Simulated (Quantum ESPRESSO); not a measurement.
# NaCl (Fm-3m): a worked LO-TO splitting

Wanted: the LO mode of NaCl (Fm-3m) from the TO mode and the field response.

Main program and level: Quantum ESPRESSO 7.5; DFT LDA, scalar-relativistic, plane waves, PseudoDojo norm-conserving pseudopotentials.

The database entry behind the starting cell differs from later determinations by our own check (an axis about 0.4 % short against later determinations), so it need not match the best structure at ambient conditions.

**1. The relaxed structure**

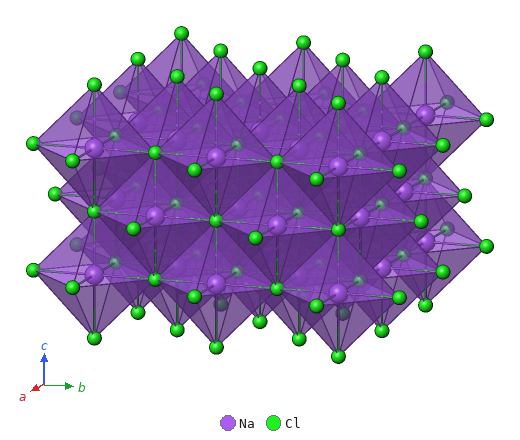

The starting structure, seen slightly off an axis (sodium purple, chlorine green). 2×2×1 cells are drawn. This picture shows the conventional cell, with its axes. Some periodic images of atoms are drawn too.

This is the cell after its relaxation at this level of theory, not the database cell from which that began.

**2. What the response run gave**

A linear-response run on the relaxed cell, with the response to an electric field; only its zone-centre results are used. Cutoff 97 Ry, k mesh 8×8×8.

Log:

```text
[banners, grids, parts of the stress and lines that vanish by symmetry left out]
Program PHONON v.7.5
     Reading xml data from directory:

[...]
Exchange-correlation= PW
                           (   1   4   0   0   0   0   0)
[...]
kinetic-energy cut-off    =      97.0000  Ry
     charge density cut-off    =     388.0000  Ry
     convergence threshold     =      1.0E-18
[...]
Exchange-correlation= PW
                           (   1   4   0   0   0   0   0)
[...]
q = (   0.0000000   0.0000000   0.0000000 )
     49 Sym.Ops. (with q -> -q+G )
     G cutoff =  524.2719  (  35629 G-vectors)     FFT grid: ( 45, 45, 45)
     number of k points=    29
[...]
Mode symmetry, O_h (m-3m)  point group:
[...]
Dielectric constant
[...]
End of electric fields calculation
          Dielectric constant in cartesian axis
          (       2.677478385       0.000000000       0.000000000 )
          (      -0.000000000       2.677478385      -0.000000000 )
          (       0.000000000      -0.000000000       2.677478385 )
          Effective charges (d Force / dE) in cartesian axis without acoustic sum rule applied (asr)
           atom    1  Na    Mean Z*:        1.07337
      Ex  (        1.07337       -0.00000        0.00000 )
      Ey  (       -0.00000        1.07337       -0.00000 )
      Ez  (        0.00000       -0.00000        1.07337 )
           atom    2  Cl    Mean Z*:       -1.07381
      Ex  (       -1.07381        0.00000        0.00000 )
      Ey  (        0.00000       -1.07381       -0.00000 )
      Ez  (        0.00000       -0.00000       -1.07381 )
          Effective charges Sum: Mean:       -0.00045
[...]
Effective charges (d Force / dE) in cartesian axis with asr applied:
           atom    1  Na    Mean Z*:        1.07359
[...]
atom    2  Cl    Mean Z*:       -1.07359
[...]
Representation #   1 modes #   1   2   3
[...]
End of self-consistent calculation
     Convergence has been achieved
     Representation #   2 modes #   4   5   6
[...]
End of self-consistent calculation
     Convergence has been achieved
[...]
Dielectric constant in cartesian axis
          (       2.677478385       0.000000000       0.000000000 )
          (      -0.000000000       2.677478385      -0.000000000 )
          (       0.000000000      -0.000000000       2.677478385 )
          Effective charges (d Force / dE) in cartesian axis without acoustic sum rule applied (asr)
           atom    1  Na    Mean Z*:        1.07337
      Ex  (        1.07337       -0.00000        0.00000 )
      Ey  (       -0.00000        1.07337       -0.00000 )
      Ez  (        0.00000       -0.00000        1.07337 )
           atom    2  Cl    Mean Z*:       -1.07381
      Ex  (       -1.07381        0.00000        0.00000 )
      Ey  (        0.00000       -1.07381       -0.00000 )
      Ez  (        0.00000       -0.00000       -1.07381 )
          Effective charges Sum: Mean:       -0.00045
[...]
Effective charges (d Force / dE) in cartesian axis with asr applied:
           atom    1  Na    Mean Z*:        1.07359
[...]
atom    2  Cl    Mean Z*:       -1.07359
[...]
q = (    0.000000000   0.000000000   0.000000000 )
[...]
freq (    1) =       0.108685 [THz] =       3.625326 [cm-1]
     freq (    2) =       0.108685 [THz] =       3.625326 [cm-1]
     freq (    3) =       0.108685 [THz] =       3.625326 [cm-1]
     freq (    4) =       5.652324 [THz] =     188.541229 [cm-1]
     freq (    5) =       5.652324 [THz] =     188.541229 [cm-1]
     freq (    6) =       5.652324 [THz] =     188.541229 [cm-1]
[...]
Mode symmetry, O_h (m-3m)  point group:
     freq (   1-   3) =          3.6  [cm-1]   --> T_1u G_15  G_4- I
     freq (   4-   6) =        188.5  [cm-1]   --> T_1u G_15  G_4- I

   JOB DONE.
```

```
                       quantity   value
             cell volume Ω (Å³)  40.824
                 mass of Na (u)  22.990
                 mass of Cl (u)  35.450
     Born charge of Na, raw (e)   1.073
     Born charge of Cl, raw (e)  -1.074
                             ε∞   2.678
ω(TO) after the sum rule (cm⁻¹)   188.5
```

**3. The calculation**

The charges must sum to zero over the cell; taking off their mean, 0.000 e, leaves Z* = 1.074 e on Na. In the polar mode Na moves against Cl, so the reduced mass is μ = 22.99 × 35.45 / 58.44 = 13.946 u.

A longitudinal wave builds up a field that adds to the restoring force: ω(LO)² = ω(TO)² + 4π Z*² / (μ Ω ε∞), in Hartree atomic units. With μ = 25422 electron masses and Ω = 275.49 bohr³ the second term is 7.7242e-07 Ha², or 37207 cm⁻² (1 Ha = 219474.6 cm⁻¹).

So ω(LO) = √(35528 + 37207) = 269.7 cm⁻¹, and by the Lyddane-Sachs-Teller relation ε₀ = ε∞ (ω(LO)/ω(TO))² = 5.48.

**4. Check against the program**

The analysis program adds the same non-analytic term to the full matrix, here for q along (1 0 0).

Log:

```text
[banner, memory and clock lines left out]
Program DYNMAT v.7.5

     Reading Dynamical Matrix from file g.dyn
     ...Force constants read
     ...epsilon and Z* read

     Polarizability (A^3 units)
     multiply by 0.641371 for Clausius-Mossotti correction
         5.449572   -0.000000    0.000000
         0.000000    5.449572   -0.000000
         0.000000   -0.000000    5.449572

     IR activities are in (D/A)^2/amu units

# mode   [cm-1]    [THz]      IR
    1     -0.00   -0.0000    0.0000
    2     -0.00   -0.0000    0.0000
    3     -0.00   -0.0000    0.0000
    4    188.49    5.6507    1.9068
    5    188.49    5.6507    1.9068
    6    269.69    8.0851    1.9068
```

ε₀ comes from the program's run without a direction of q.

```
    quantity  by hand  program
ω(LO) (cm⁻¹)    269.7    269.7
          ε₀     5.48     5.48
```

**5. Outcome**

| Item | Value |
| --- | --- |
| TO mode | 188.5 cm⁻¹ |
| LO mode | 269.7 cm⁻¹ |
| static dielectric constant | 5.481 |

The LO mode of NaCl (Fm-3m) lies at 270 cm⁻¹, 81 cm⁻¹ above the TO mode; the formula meets the program within 0.1 cm⁻¹, as it must for a cubic crystal with one polar mode. ω(LO)² − ω(TO)² goes with Z*²/ε∞: an error of 5 % in ε∞ would move the LO mode by 3.3 cm⁻¹, and semilocal functionals tend to overestimate ε∞. These are harmonic values at zero temperature, at the volume of this functional, for the structure held cubic; stability elsewhere in the zone is no part of this calculation.

[Host names and launcher messages were left out of these logs when they were recorded.]

[Logs are printed without paths, hosts, clocks, repeated set-up lines and the standing remarks that a program may print on its own settings, such as how far it seeks lower states.]

[Hosts, paths, dates, database ids (printed as entryN), source tags and the programs' standing remarks are cut or masked in the printed files.]
